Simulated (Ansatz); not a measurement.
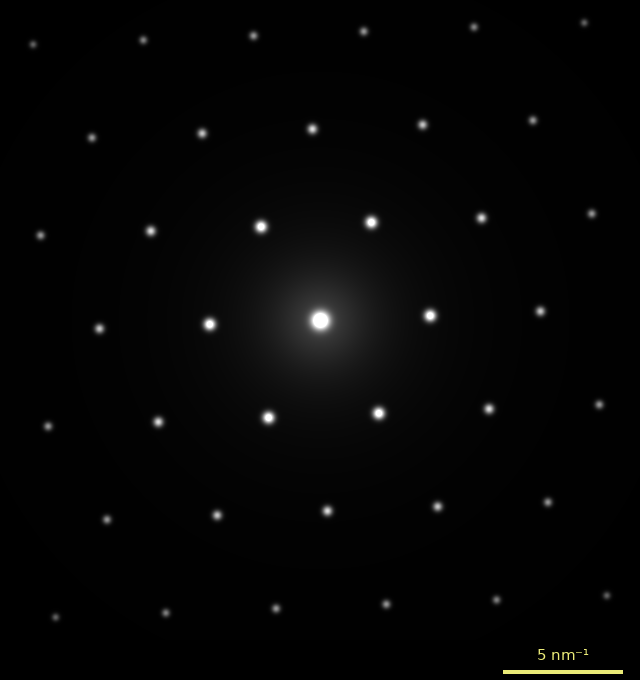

Simulated selected-area electron diffraction pattern (80 kV, kinematic approximation, thin crystal, B = 0.5 Å² for all atoms).

Phase: Sb, space group Pm-3m (No. 221), a = 3.039 Å. Structure: the input geometry of an electronic-structure calculation (not necessarily at equilibrium); the starting structure was generated, so it need not be a known form of this composition.

Q: Determine the zone axis from the geometry of the pattern.

A: The spots form a hexagonal net with both shortest vectors at d = 2.15 Å, 60.0° apart. They index as -1 1 0 and -1 0 1, so the zone axis is [111] (or an equivalent direction of <111>).
